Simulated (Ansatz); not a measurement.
# Calculations on TiSi₂

**1. Relaxation**

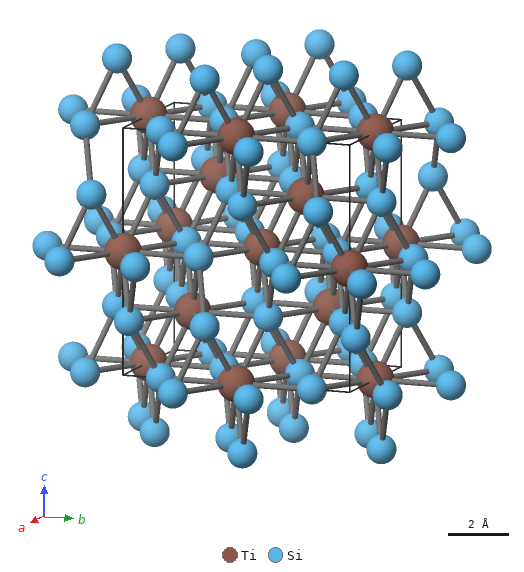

Starting structure of solid TiSi₂ (set up in Fddd). A ball-and-stick model of the conventional cell (4 times the calculation's cell), seen slightly off an axis. Lengths and directions refer to the drawn axes.

The calculation used DFT r2SCAN, scalar-relativistic, plane waves, PAW in Ansatz.

Input file:
```yaml
crystal:
  lattice:
    - [0.0, 4.118, 4.2615]
    - [2.3865, 0.0, 4.2615]
    - [2.3865, 4.118, 0.0]
  atoms:
    - { symbol: Ti, position: [0.75, 0.75, 0.75] }
    - { symbol: Ti, position: [0.5, 0.5, 0.5] }
    - { symbol: Si, position: [0.083, 0.417, 0.083] }
    - { symbol: Si, position: [0.417, 0.083, 0.417] }
    - { symbol: Si, position: [0.167, 0.833, 0.167] }
    - { symbol: Si, position: [0.833, 0.167, 0.833] }
basis:
  ecutwfc: 500
kpoints:
  mp_grid: { grid: [10, 10, 10] }
hamiltonian:
  xc: r2scan
scf:
  occupations: { method: gaussian, width: 0.1 }
output:
  forces: true
  stress: true
  eigenvalues: true
relax:
  adjacent_minimum: "off"
  f_tol: 0.005
  max_steps: 80
  cell: { stress_tol: 0.05 }
```

Launched with:
```bash
ansatz run input.yaml --threads 2 --pin off --max-ram 5120MiB --backend cpu --events-out ev --progress --plain --runs-dir out
```

### Where does the relaxation end?

After 4 accepted moves (5 points after the start) the energy has fallen by 2.9 meV per atom. The largest force component goes from 0.23 to 0.00016 eV/Å. Pressure: −0.01 GPa at the start and 0.01 GPa at the end. At 1 point the geometry stayed and the basis and grid were re-selected for the new cell (energy shift of less than 0.05 meV per atom at most each time). The largest moves relative to the cell, 0.036 Å, are those of Si3, Si4, Si5 and Si6. Si5 goes along −b. Ti stays in place. The drawn cell changes at constant volume: a 4.773 → 4.781 Å (+0.2 %), b 8.236 → 8.232 Å (0.0 %), c 8.523 → 8.516 Å (−0.1 %). Near-neighbour distances that change, for instance: Ti1–Si3 2.743 → 2.777 Å, Si3–Si5 2.538 → 2.519 Å, Ti1–Si3 (another image) 2.754 → 2.740 Å, Ti1–Si5 2.536 → 2.545 Å. The space group stays Fddd (No. 70). The run took 2.1 min on 2 threads of Intel(R) Xeon(R) Platinum 8259CL CPU @ 2.50GHz (Skylake/Cascade Lake), on a shared host, peak memory 1 GiB.

**2. Relaxation**

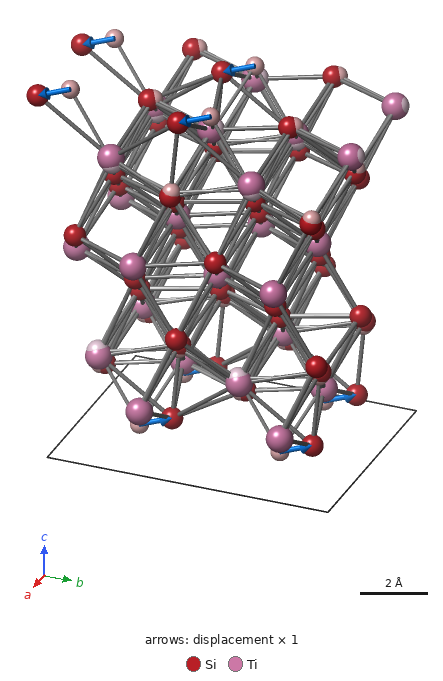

This is a relaxation of a slab of composition TiSi₂ (cut from the Fddd phase). The starting structure is drawn faded, the final one solid; blue arrows show the displacements, at their true length.

The picture is a ball-and-stick view of the 2 × 2 repeat of the cell, outlined in the plane, without the vacuum (origin shifted), seen from a free direction.

Case: (1 1 1) slab, atoms relaxed. The slab is the (1 1 1) face of TiSi2.

Computed with Ansatz, DFT r2SCAN, scalar-relativistic, plane waves, PAW. Set-up: plane-wave cutoff 500 eV; k-point mesh 8 × 7 × 1; occupations gaussian; smearing width 0.1 eV; no spin polarisation; dipole correction; atoms relaxed in a fixed cell; force threshold 0.02 eV/Å; at most 60 steps.

Question: Atoms of which element are displaced furthest, and by how much?

Answer: Silicon: up to 1.08 Å, against 0.14 Å for titanium.

Question: Describe the change and its energy.

Answer: The largest moves relative to the layer's centre, 1.08 Å, are those of Si atoms. By element the largest moves are Si 1.08 Å, Ti 0.14 Å. The lattice vectors keep their values. Some distances before and after: Si–Ti 4.232 → 3.195 Å, Si–Si 3.193 → 2.397 Å, Si–Si 2.789 → 2.351 Å, Si–Ti 2.545 → 2.883 Å. New bonds form, among them: Si–Ti (4.23 → 3.20 Å). Among the angles between lasting bonds that change: Ti–Si–Ti 119.3° → 133.5°, Ti–Si–Ti 119.3° → 126.2°, Ti–Si–Ti 73.6° → 70.0°. The energy falls by 2.119 eV per cell of the calculation in 9 geometry steps. The largest force component goes from 1.4 to 0.012 eV/Å.

**3. A change**

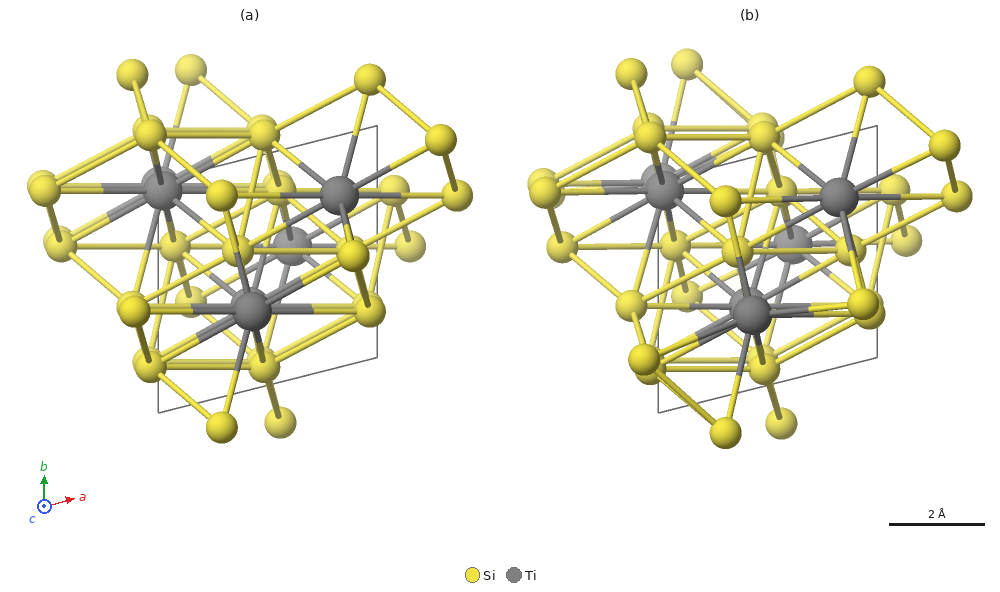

Left: a (1 1 1) slab of TiSi₂ as cut from the relaxed bulk. Right: the same structure after one change, at the same scale. Style: ball-and-stick. Shown: the cell of the calculation, outlined in the plane, without the vacuum, along the c axis.

Computed with Ansatz 0.2.0, DFT r2SCAN, scalar-relativistic, plane waves, PAW. Settings: plane-wave cutoff 500 eV; occupations gaussian; smearing width 0.1 eV; no spin polarisation. The k-mesh is chosen for each cell (8×7×9, 8×7×1).

The atoms of the slab are relaxed at the bulk's in-plane cell.

Question: How do the computed properties respond?

Answer: The surface energy (mean of the two faces) falls from 2.38 to 1.62 J/m². The top spacing, between the Si and Si planes, goes from 0.93 to 0.64 Å (−31.3 %), the bottom one (Si to Si) from 0.93 to 0.64 Å (−31.3 %). The cell doesn't change. The largest moves relative to the layer's centre, 1.08 Å, are those of Si atoms. Largest moves by element: Si 1.08 Å, Ti 0.14 Å. Near-neighbour distances before and after: Si–Ti 4.232 → 3.195 Å, Si–Si 3.193 → 2.397 Å, Si–Si 2.789 → 2.351 to 2.804 Å, Si–Ti 2.545 → 2.487 to 2.883 Å.
